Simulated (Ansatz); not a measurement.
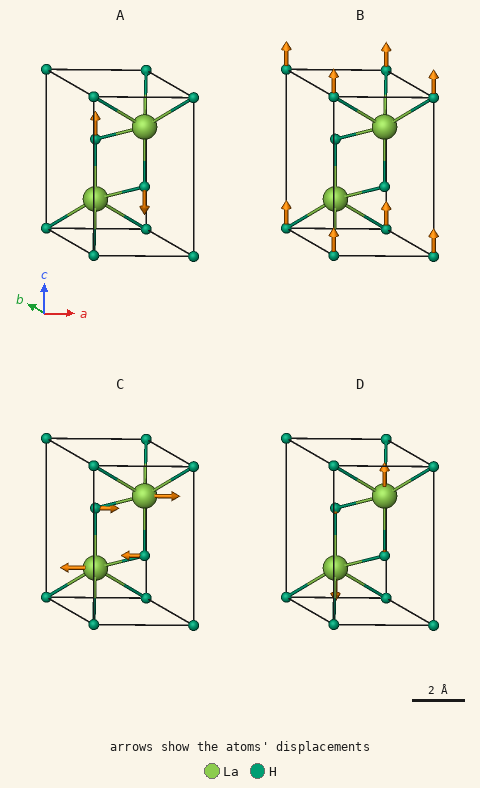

Four optical modes of solid La$_{2}$H$_{3}$ (a generated structure) at the zone centre, in no order (one member of each degenerate set). Displacements are drawn as orange arrows; their common scale and sign are arbitrary. Style: ball-and-stick. Shown: the cell of the calculation, from a free direction.

Computed with Ansatz, DFT PBE, scalar-relativistic, plane waves, PAW. (plane-wave cutoff 420 eV; k-point mesh 12 × 12 × 6; occupations fermi dirac; smearing width 0.15 eV; no spin polarisation)

The frequencies depend somewhat on the k-mesh and the smearing.

Q: Rank the modes by frequency, softest first.

A: C (51 cm⁻¹), D (132 cm⁻¹), B (599 cm⁻¹), A (846 cm⁻¹). C, E_g: The H (1a) atoms stay at rest; all motion is along a; atoms of one kind move against one another, with no net shift of any sublattice. D, A₁g: The H (1a) atoms stay at rest; all motion is along c; atoms of one kind move against one another, with no net shift of any sublattice; it stretches the H–La bonds (2.42 Å). B, A₂u: The La atoms hardly move. A, A₁g: The La and H (1a) atoms stay at rest; all motion is along c; atoms of one kind move against one another, with no net shift of their sublattice; it stretches the H–La bonds (2.42 Å). The crystal is metallic in this run.
